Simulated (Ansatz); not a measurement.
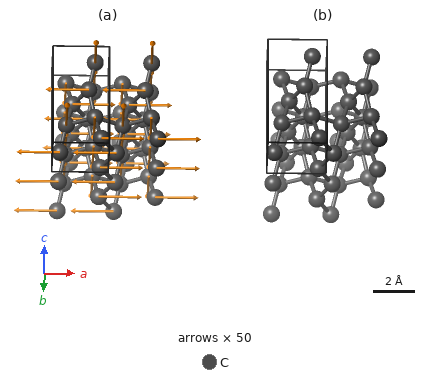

The structure of crystalline C (a generated structure, set up in I4_122) (coarse preliminary run) before (left) and after (right) a relaxation, at one scale. The orange arrows give the displacements (the part carried along by the change of the cell is left out), 50 times their true length.

The picture is a ball-and-stick view of the conventional cell (2 times the calculation's cell), repeated 2 × 3 × 1 with one cell outlined, seen from a free direction. Lengths and directions refer to the drawn axes.

Method: DFT PBE, scalar-relativistic, plane waves, PAW (Ansatz 0.2.0). (plane-wave cutoff 420 eV; k-point mesh 8 × 8 × 8; occupations gaussian; smearing width 0.1 eV; no spin polarisation; cell and atoms relaxed; force threshold 0.04 eV/Å; at most 70 steps)

### What changed between the two?

Over 6 accepted moves (8 points after the start) the energy falls by 256 meV per atom. Largest force component: 2 eV/Å at the start, 0.0079 eV/Å at the end. Pressure: 77.47 GPa at the start and 0.10 GPa at the end. At 2 points the geometry stayed and the basis and grid were re-selected for the new cell (energy shift of 10.5 meV per atom at most each time). The largest moves relative to the cell, 0.043 Å, are those of C atoms. The drawn cell changes as follows: a = b 2.777 → 2.915 Å (+5.0 %), c 5.539 → 5.927 Å (+7.0 %); the volume changes by +17.9 %. Among the contacts that change: C–C 1.452 → 1.570 Å, C–C 1.588 → 1.627 Å. Among the angles between lasting bonds that change: C–C–C 122.0° → 127.2°, C–C–C 155.4° → 152.9°. The space group stays I4_122 (No. 98).
